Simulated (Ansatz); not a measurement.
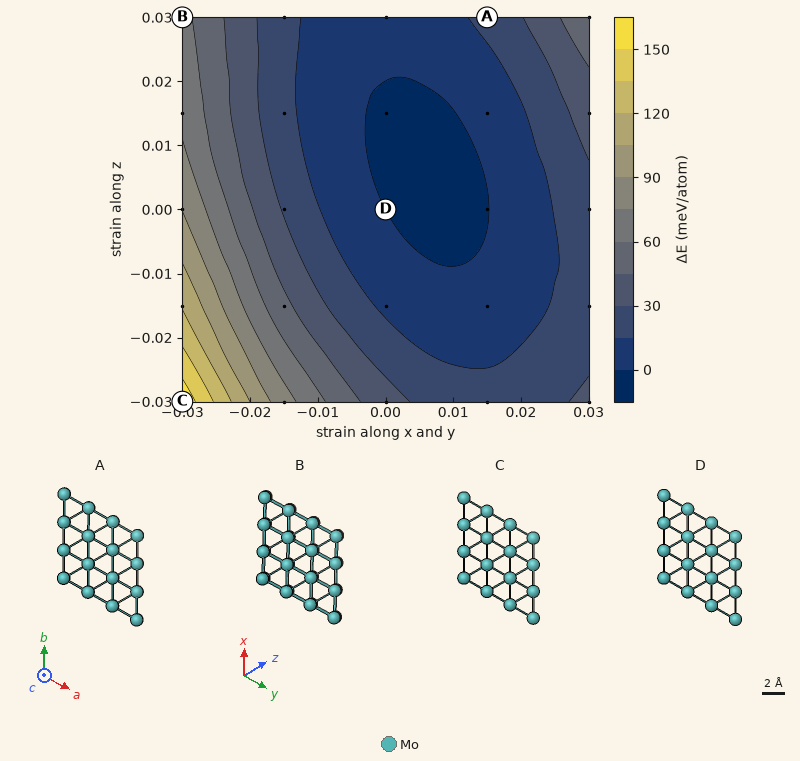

A scan of a crystal of Mo (Im-3m): the cell is strained equally along x and y and separately along z, with the atoms kept at their fractional coordinates. x, y and z are the Cartesian axes of the input. The map is interpolated between the computed points (dots). The lettered frames are marked on it. A ball-and-stick model of the cell of the calculation, repeated 3 × 3 × 2 with one cell outlined, seen along the c axis.

Theory: Ansatz 0.2.0, DFT PBE, scalar-relativistic, plane waves, PAW. Settings: plane-wave cutoff 420 eV; k-point mesh 22 × 22 × 22; occupations gaussian; smearing width 0.15 eV; no spin polarisation. Energies (free energies at the smearing named) are counted from the cell as listed in its source, which wasn't relaxed.

### Where is the lowest point of the map, and what else does it tell?

In pairs of (strain along x and y; strain along z): the lowest computed point lies at (0.000, 0.015) (−1.9 meV/atom), the highest at (−0.030, −0.030) (160.5 meV/atom). The valley is tilted: raising the in-plane strain is made harder by raising the strain along z (cross term 0.45 of the geometric mean of the two curvatures). Over the ranges scanned the energy rises more along the first axis, the in-plane strain. The pressure runs from −15.7 GPa at (0.030, 0.030) to 35.4 GPa at (−0.030, −0.030). The frames lie at A (0.015, 0.030): 19.0 meV/atom, B (−0.030, 0.030): 64.3 meV/atom, C (−0.030, −0.030): 160.5 meV/atom, D (0.000, 0.000): 0.0 meV/atom.
